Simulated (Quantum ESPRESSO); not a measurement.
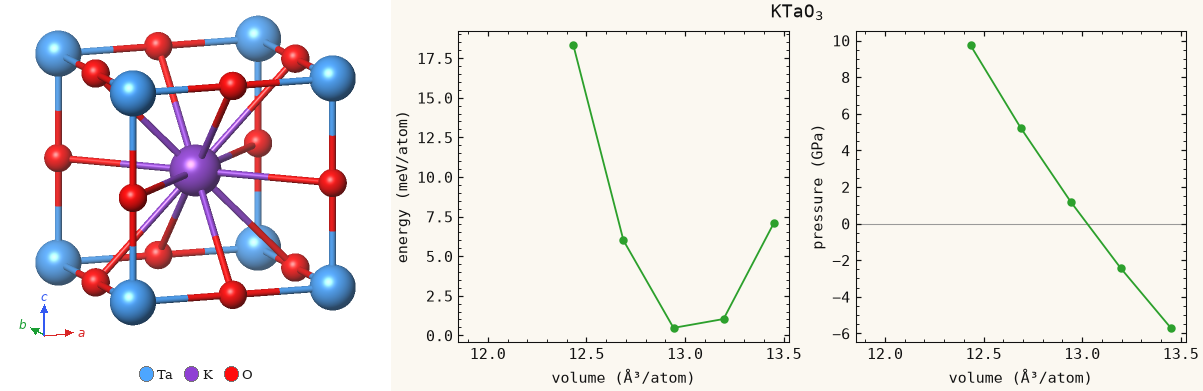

The plot gives the computed energy and pressure against volume for KTaO₃, space group Pm-3m (No. 221). The conventional cell is drawn beside the plot.

Cell as given: a = 3.988 Å, b = 3.988 Å, c = 3.988 Å, α = 90.00°, β = 90.00°, γ = 90.00°; 5 atoms.

Computed with Quantum ESPRESSO 7.5: plane-wave DFT, no spin polarisation; energies at scaled volumes of the given cell, shape and fractions fixed, counted from the fit's minimum, third-order Birch-Murnaghan fit. Level: PBE.

- k mesh: 7×7×7
- occupations: Fermi–Dirac
- smearing width: 0.05 eV
- potentials: SSSP 1.3 efficiency PBE
- wave cutoff: 816.3 eV
- density cutoff: 6531 eV

The points at volume 11.93 Å³/atom and 12.18 Å³/atom are left out of the plot. What values does the calculation give there?

| volume (Å³/atom) | energy (meV/atom) | pressure (GPa) |
| --- | --- | --- |
| 11.93 | 66.37 | 20.33 |
| 12.18 | 38.14 | 14.75 |
